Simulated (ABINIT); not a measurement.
# Positron calculation, with input and output: PbTe (part 2 of 2)

The same run, continued: PbTe (Fm-3m, 2 atoms in the cell); Kohn-Sham DFT of a periodic cell, PBE, JTH PAW PBE v2.0, no spin polarisation (ABINIT 10.8.3); cutoff 598.65 eV, 5×5×5 k-mesh, fermi-dirac of 0.05 eV. The structure derives from an entry of the Crystallography Open Database. The run did not end well.

Geometry of the input (Å; fractional positions):
```
0.0000  3.2843  3.2843
3.2843  0.0000  3.2843
3.2843  3.2843  0.0000
Pb 0.0000  0.0000  0.0000
Te 0.5000  0.5000  0.5000
```

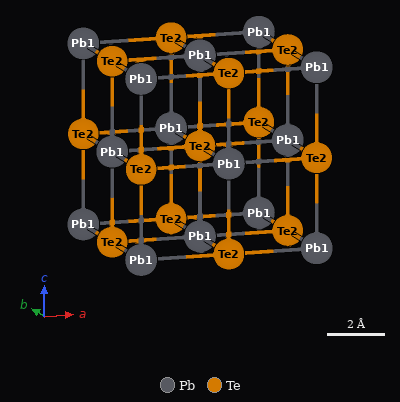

*The structure (ball-and-stick view of the cell 4 times as large as that of the calculation, set on its symmetry axes, seen slightly off an axis; atoms are numbered from 1 in the order of the input).*

### Log, continued
```
 cartesian forces (eV/Angstrom) at end:
    1     -0.00000000000000    -0.00000000000000    -0.00000000000000
    2     -0.00000000000000    -0.00000000000000    -0.00000000000000
 frms,max,avg= 0.0000000E+00 0.0000000E+00   0.000E+00  0.000E+00  0.000E+00 e/A
 length scales=  8.777279596100  8.777279596100  8.777279596100 bohr
              =  4.644736332829  4.644736332829  4.644736332829 angstroms
 Fermi (or HOMO) energy (hartree) =  -0.02527   Average Vxc (hartree)=  -0.32329
 Eigenvalues (hartree) for nkpt=  10  k points:
 kpt#   1, nband= 14, wtk=  0.00800, kpt=  0.0000  0.0000  0.0000 (reduced coord)
  -0.65573   -0.65573   -0.65566   -0.65566   -0.65566   -0.47124   -0.25437   -0.08661
  -0.08661   -0.08661    0.10601    0.10601    0.10601    0.17548
      occupation numbers for kpt#   1
   2.00000    2.00000    2.00000    2.00000    2.00000    2.00000    2.00000    2.00000
   2.00000    2.00000    0.00000    0.00000    0.00000    0.00000
 prteigrs : prtvol=0 or 1, do not print more k-points.

--- !EnergyTerms
iteration_state     : {dtset: 1, }
comment             : Components of total free energy in Hartree
kinetic             :  7.40845249642021E+00
hartree             :  2.25587839398733E+01
xc                  : -6.54523490263793E+00
Ewald energy        : -5.02202676325788E+01
psp_core            :  5.59277436869997E+00
local_psp           : -6.94138212491275E+01
PAW spherical_terms :  2.10642875933683E+01
internal            : -6.95550253859824E+01
'-kT*entropy'       : -3.97026417946934E-08
total_energy        : -6.95550254256851E+01
total_energy_eV     : -1.89268866220735E+03
...

--- !EnergyTermsDC
iteration_state     : {dtset: 1, }
comment             : '"Double-counting" decomposition of free energy'
band_energy         : -8.71112734888907E+00
Ewald energy        : -5.02202676325788E+01
psp_core            :  5.59277436869997E+00
xc_dc               : -2.34417084716762E+01
PAW spherical_terms :  7.22530395361452E+00
internal            : -6.95550251308296E+01
'-kT*entropy'       : -3.97026417946934E-08
total_energy_dc     : -6.95550251705322E+01
total_energy_dc_eV  : -1.89268865526428E+03
...

--- !EnergyTermsWithPAWCore
iteration_state     : {dtset: 1, }
comment             : 'Components of total free energy, including PAW core contributions'
Total energy        : -2.76766642959942E+04
Total energy DC     : -2.76766642957390E+04
Total energy (eV)   : -7.53120402158649E+05
Total energy DC (eV): -7.53120402151706E+05
...

 Cartesian components of stress tensor (hartree/bohr^3)
  sigma(1 1)=  6.91093306E-08  sigma(3 2)=  0.00000000E+00
  sigma(2 2)=  6.91093306E-08  sigma(3 1)=  0.00000000E+00
  sigma(3 3)=  6.91093306E-08  sigma(2 1)=  0.00000000E+00

-Cartesian components of stress tensor (GPa)         [Pressure= -2.0333E-03 GPa]
- sigma(1 1)=  2.03326670E-03  sigma(3 2)=  0.00000000E+00
- sigma(2 2)=  2.03326670E-03  sigma(3 1)=  0.00000000E+00
- sigma(3 3)=  2.03326670E-03  sigma(2 1)=  0.00000000E+00

================================================================================
== DATASET  2 ==================================================================

--- !DatasetInfo
iteration_state: {dtset: 2, }
dimensions: {natom: 2, nkpt: 1, mband: 1, nsppol: 1, nspinor: 1, nspden: 1, mpw: 1199, }
cutoff_energies: {ecut:  22.0, pawecutdg:  44.0, }
electrons: {nelect:   1.00000000E+00, charge:   0.00000000E+00, occopt:   2.00000000E+00, tsmear:   1.00000000E-02, }
meta: {optdriver: 0, ionmov: 0, optcell: 0, iscf: 17, paral_kgb: 0, }
...

 mkfilename : getden/=0, take file _DEN from output of DATASET   1.

 Exchange-correlation functional for the present dataset will be:
  GGA: Perdew-Burke-Ernzerhof functional - ixc=11
  J.P.Perdew, K.Burke, M.Ernzerhof, PRL 77, 3865 (1996)

 Real(R)+Recip(G) space primitive vectors, cartesian coordinates (Bohr,Bohr^-1):
 R(1)=  0.0000000  6.2064739  6.2064739  G(1)= -0.0805610  0.0805610  0.0805610
 R(2)=  6.2064739  0.0000000  6.2064739  G(2)=  0.0805610 -0.0805610  0.0805610
 R(3)=  6.2064739  6.2064739  0.0000000  G(3)=  0.0805610  0.0805610 -0.0805610
 Unit cell volume ucvol=  4.7815071E+02 bohr^3
 Angles (23,13,12)=  6.00000000E+01  6.00000000E+01  6.00000000E+01 degrees

 Coarse grid specifications (used for wave-functions):

 getcut: wavevector=  0.0000  0.0000  0.0000  ngfft=  40  40  40
         ecut(hartree)=     22.000   => boxcut(ratio)=   2.15836

 Fine grid specifications (used for densities):

 getcut: wavevector=  0.0000  0.0000  0.0000  ngfft=  54  54  54
         ecut(hartree)=     44.000   => boxcut(ratio)=   2.06106

--- Pseudopotential description ------------------------------------------------
- pspini: atom type   1  psp file is ./Pb.GGA_PBE-JTH.xml
 Pseudopotential format is: paw10
 basis_size (lnmax)=  6 (lmn_size= 18), orbitals=   0   0   1   1   2   2
 Spheres core radius: rc_sph= 2.40264019
 Shapefunction is BESSEL type: shapef(r,l)=aa(1,l)*jl(q(1,l)*r)+aa(2,l)*jl(q(2,l)*r)
 Radius for shape functions =  2.00872932
 Compensation charge density is not taken into account in XC energy/potential

- pspini: atom type   2  psp file is ./Te.GGA_PBE-JTH.xml
 Pseudopotential format is: paw10
 basis_size (lnmax)=  4 (lmn_size=  8), orbitals=   0   0   1   1
 Spheres core radius: rc_sph= 2.31107438
 Shapefunction is SIN type: shapef(r)=[sin(pi*r/rshp)/(pi*r/rshp)]**2
 Radius for shape functions =  2.10488624
 Compensation charge density is not taken into account in XC energy/potential

--------------------------------------------------------------------------------

================================================================================

--- !BeginCycle
iteration_state: {dtset: 2, }
solver: {iscf: 17, nstep: 80, nline: 4, wfoptalg: 10, }
tolerances: {toldfe: 1.00E-09, }
...

     iter   Etot(hartree)      deltaE(h)  residm     nres2
 ETOT  1  -68.899370073019    -6.890E+01 9.402E+01 1.622E-01
 ETOT  2  -69.182981240744    -2.836E-01 5.034E+00 7.006E-02
 ETOT  3  -69.264323234615    -8.134E-02 3.067E-01 2.873E-02
 ETOT  4  -69.328704494644    -6.438E-02 9.378E-01 2.145E-02
 ETOT  5  -69.372634959482    -4.393E-02 3.230E-01 1.542E-02
 ETOT  6  -69.424270583166    -5.164E-02 3.497E-01 2.159E-03
 ETOT  7  -69.452634380937    -2.836E-02 4.711E-01 2.975E-03
 ETOT  8  -69.487912503036    -3.528E-02 1.337E-01 9.075E-03
 ETOT  9  -69.504265436892    -1.635E-02 1.569E-01 2.371E-02
 ETOT 10  -69.526456105022    -2.219E-02 4.862E-02 3.773E-02
[... 60 further cycles ...]
 ETOT 71  -69.786667630079    -7.225E-06 5.439E-05 9.505E-05
 ETOT 72  -69.786674644373    -7.014E-06 1.380E-04 1.068E-04
 ETOT 73  -69.786681561381    -6.917E-06 5.155E-05 1.128E-04
 ETOT 74  -69.786688309005    -6.748E-06 1.318E-04 1.320E-04
 ETOT 75  -69.786694985075    -6.676E-06 4.928E-05 1.272E-05
 ETOT 76  -69.786701525813    -6.541E-06 1.268E-04 2.431E-05
 ETOT 77  -69.786708016863    -6.491E-06 4.752E-05 3.485E-05
 ETOT 78  -69.786714400648    -6.384E-06 1.228E-04 2.225E-05
 ETOT 79  -69.786720752196    -6.352E-06 4.613E-05 4.848E-05
 ETOT 80  -69.786727019516    -6.267E-06 1.197E-04 1.520E-05

 scprqt:  WARNING -
  nstep=   80 was not enough SCF cycles to converge;
  maximum energy difference=  6.267E-06 exceeds toldfe=  1.000E-09

--- !ResultsGS
iteration_state: {dtset: 2, }
comment   : Summary of ground state results
lattice_vectors:
- [  0.0000000,   6.2064739,   6.2064739, ]
- [  6.2064739,   0.0000000,   6.2064739, ]
- [  6.2064739,   6.2064739,   0.0000000, ]
lattice_lengths: [   8.77728,    8.77728,    8.77728, ]
lattice_angles: [ 60.000,  60.000,  60.000, ] # degrees, (23, 13, 12)
lattice_volume:   4.7815071E+02
convergence: {deltae: -6.267E-06, res2:  1.520E-05, residm:  1.197E-04, diffor:  0.000E+00, }
etotal    :  -6.97867270E+01
entropy   :   0.00000000E+00
fermie    :  -2.31701849E-01
cartesian_stress_tensor: null
pressure_GPa: null
xred      :
- [  0.0000E+00,   0.0000E+00,   0.0000E+00, Pb]
- [  5.0000E-01,   5.0000E-01,   5.0000E-01, Te]
cartesian_forces: null
force_length_stats: {min: null, max: null, mean: null, }
...

 Integrated electronic density in atomic spheres:
 ------------------------------------------------
 Atom  Sphere_radius  Integrated_density
    1        2.40264          0.02196808
    2        2.31107          0.02262100

--------------------------------------------------------------------------------
 Results for electron-positron annihilation:

2 computations of positron lifetime have been performed (with different enhancement factors).

########## Lifetime computation 1

 # Zero-positron density limit of Arponen and Pajanne provided by Boronski & Nieminen
   Ref.: Boronski and R.M. Nieminen, Phys. Rev. B 34, 3820 (1986)
 # Enhancement factor of Boronski & Nieminen
   Ref.: Boronski and R.M. Nieminen, Phys. Rev. B 34, 3820 (1986)

 Positron lifetime                         (ps)   =  2.83046753E+02
 Positron lifetime with IPM for core elec. (ps)   =  2.88041573E+02
 Annihilation rate                         (ns-1) =  3.53298524E+00
 Annihilation rate with IPM for core elec. (ns-1) =  3.47172108E+00

 Annihilation rate core/valence decomposition:
   Core    contribution to ann.rate          (ns-1) =  2.47472511E-01
   Valence contribution to ann.rate          (ns-1) =  3.28551273E+00
   Core    contribution to ann.rate with IPM (ns-1) =  1.62584200E-01
   Valence contribution to ann.rate with IPM (ns-1) =  3.30913688E+00

 Annihilation rate PAW decomposition:
   Plane-wave contribution to ann.rate          (ns-1) =  3.49150531E+00
   Plane-wave valence contribution to ann.rate  (ns-1) =  3.29192025E+00
   On-site core contribution to ann.rate        (ns-1) =  4.78874481E-02
   On-site valence contribution to ann.rate     (ns-1) = -6.40752071E-03
   Plane-wave contribution to ann.rate with IPM (ns-1) =  3.40696663E+00
   Plane-wave core contrb. to ann.rate with IPM (ns-1) =  8.21867205E-02

########## Lifetime computation 2

 # Zero-positron density limit of Arponen and Pajanne provided by Boronski & Nieminen
   Ref.: Boronski and R.M. Nieminen, Phys. Rev. B 34, 3820 (1986)
 # Enhancement factor of Boronski & Nieminen IN THE RPA LIMIT
   Ref.: Boronski and R.M. Nieminen, Phys. Rev. B 34, 3820 (1986)

 Positron lifetime                         (ps)   =  2.41291287E+02
 Positron lifetime with IPM for core elec. (ps)   =  2.44865226E+02
 Annihilation rate                         (ns-1) =  4.14436846E+00
 Annihilation rate with IPM for core elec. (ns-1) =  4.08387918E+00

 Annihilation rate core/valence decomposition:
   Core    contribution to ann.rate          (ns-1) =  2.48787971E-01
   Valence contribution to ann.rate          (ns-1) =  3.89558049E+00
   Core    contribution to ann.rate with IPM (ns-1) =  1.62584200E-01
   Valence contribution to ann.rate with IPM (ns-1) =  3.92129498E+00

 Annihilation rate PAW decomposition:
   Plane-wave contribution to ann.rate          (ns-1) =  4.10314590E+00
   Plane-wave valence contribution to ann.rate  (ns-1) =  3.90204522E+00
   On-site core contribution to ann.rate        (ns-1) =  4.76872893E-02
   On-site valence contribution to ann.rate     (ns-1) = -6.46473184E-03
   Plane-wave contribution to ann.rate with IPM (ns-1) =  4.01942485E+00
   Plane-wave core contrb. to ann.rate with IPM (ns-1) =  8.21867205E-02

      (*) IPM=Independent particle Model

================================================================================

 ----iterations are completed or convergence reached----

 Mean square residual over all n,k,spin=   11.973E-05; max=  11.973E-05
 reduced coordinates (array xred) for    2 atoms
       0.000000000000      0.000000000000      0.000000000000
       0.500000000000      0.500000000000      0.500000000000
 rms dE/dt=  0.0000E+00; max dE/dt=  0.0000E+00; dE/dt below (all hartree)
    1       0.000000000000      0.000000000000      0.000000000000
    2       0.000000000000      0.000000000000      0.000000000000

 cartesian coordinates (angstrom) at end:
    1      0.00000000000000     0.00000000000000     0.00000000000000
    2      3.28432455782938     3.28432455782938     3.28432455782938
 length scales=  8.777279596100  8.777279596100  8.777279596100 bohr
              =  4.644736332829  4.644736332829  4.644736332829 angstroms
 Fermi (or HOMO) energy (hartree) =  -0.23170   Average Vxc (hartree)=  -0.30870
 Eigenvalues (hartree) for nkpt=   1  k points:
 kpt#   1, nband=  1, wtk=  1.00000, kpt=  0.0000  0.0000  0.0000 (reduced coord)
  -0.23170

--- !EnergyTerms
iteration_state     : {dtset: 2, }
comment             : Components of total free energy in Hartree
kinetic             :  9.58656973263858E-02
local_psp           : -4.27572626251317E-01
PAW spherical_terms :  3.37328166462233E-03
positronic          : -3.28333647260312E-01
electronic          : -6.95550251705322E+01
electron_positron_interaction:  9.76047651859806E-02
total_energy        : -6.97857540526065E+01
total_energy_eV     : -1.89896710799251E+03
...

--- !EnergyTermsDC
iteration_state     : {dtset: 2, }
comment             : '"Double-counting" decomposition of free energy'
band_energy         : -2.31701848982931E-01
PAW spherical_terms :  0.00000000000000E+00
electron_positron_dc: -9.76047651864731E-02
positronic          : -3.29306614169400E-01
electronic          : -6.95550251705322E+01
electron_positron_interaction:  9.76047651859806E-02
total_energy_dc     : -6.97867270195156E+01
total_energy_dc_eV  : -1.89899358377088E+03
...

== END DATASET(S) ==============================================================
================================================================================

 -outvars: echo values of variables after computation  --------
            acell      8.7772795961E+00  8.7772795961E+00  8.7772795961E+00 Bohr
           etotal1    -6.9555025171E+01
           etotal2    -6.9786727020E+01
            fcart1    -0.0000000000E+00 -0.0000000000E+00 -0.0000000000E+00
                      -0.0000000000E+00 -0.0000000000E+00 -0.0000000000E+00
            fcart2     9.9999999999E+99  9.9999999999E+99  9.9999999999E+99
                       9.9999999999E+99  9.9999999999E+99  9.9999999999E+99
            rprim      0.0000000000E+00  7.0710678120E-01  7.0710678120E-01
                       7.0710678120E-01  0.0000000000E+00  7.0710678120E-01
                       7.0710678120E-01  7.0710678120E-01  0.0000000000E+00
           strten1     6.9109330597E-08  6.9109330597E-08  6.9109330599E-08
                       0.0000000000E+00  0.0000000000E+00  0.0000000000E+00
           strten2     9.9999999999E+99  9.9999999999E+99  9.9999999999E+99
                       9.9999999999E+99  9.9999999999E+99  9.9999999999E+99
           xangst      0.0000000000E+00  0.0000000000E+00  0.0000000000E+00
                       3.2843245578E+00  3.2843245578E+00  3.2843245578E+00
             xred      0.0000000000E+00  0.0000000000E+00  0.0000000000E+00
                       5.0000000000E-01  5.0000000000E-01  5.0000000000E-01
 Calculation completed.
```

### What the run reported

```json
{"quantity": "outcome", "value": "not converged"}
{"quantity": "space group (tolerance 0.01 Å)", "value": "Fm-3m (225)"}
{"quantity": "electrons treated", "value": "20"}
{"quantity": "free energy", "value": "−1892.6887 eV"}
{"quantity": "positron lifetime (one of the program's estimates)", "value": "241.3 ps"}
{"quantity": "Fermi energy", "value": "−0.688 eV"}
{"quantity": "gap on the k-point mesh", "value": "1.23 eV"}
{"quantity": "pressure", "value": "0.00 GPa"}
{"quantity": "largest force (length of the vector)", "value": "under 0.001 eV/Å"}
{"quantity": "hardware", "value": "1 thread of Arm Neoverse V2, 24 GiB of memory available, shared host"}
{"quantity": "wall time", "value": "16 s"}
{"quantity": "peak memory", "value": "0.12 GiB"}
```

### Diagnosis

The run did not converge. Its last values are not results. Notes on the run: was not enough SCF cycles. Points of doubt noted for this run: PAW basis incomplete for positron.
